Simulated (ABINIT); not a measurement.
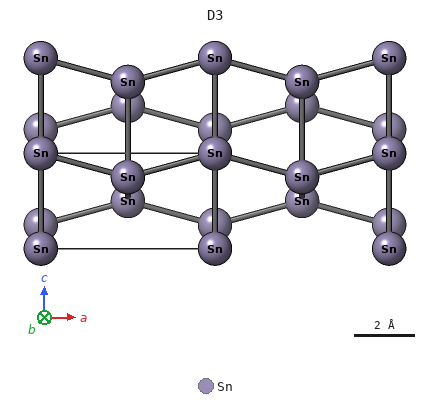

Crystalline Sn (set up in I4_1/amd), relaxed (cell and atoms) with several dispersion corrections. The picture shows the result with D3. Style: ball-and-stick. Shown: the conventional cell (2 times the calculation's cell), repeated 2 × 1 × 2 with one cell outlined, along the b axis. Lengths and directions refer to the drawn axes.

Computed with ABINIT 10.8.3: PBE, JTH PAW PBE v2.0. (plane-wave cutoff 598.7 eV; k-point mesh 7 × 7 × 7; occupations fermi-dirac; smearing width 0.05 eV; no spin polarisation)

| dispersion correction | volume (Å³/atom) | a (Å) | c (Å) |
| --- | --- | --- | --- |
| none | ? | ? | ? |
| D3 | 27.804 | 5.881 | 3.216 |
| D3(BJ) | 27.153 | 5.824 | 3.202 |
| D2 | 26.911 | 5.758 | 3.247 |

Q: Fill in the missing row.

A: With none the volume is the largest of the series, above D3 (27.804). The calculation gives 28.377 Å³/atom (a = 5.906 Å, c = 3.254 Å). In order of volume: D2 < D3(BJ) < D3 < none; the spread is 5.4 %.

Each member starts from this one structure; whether another phase lies lower wasn't checked.
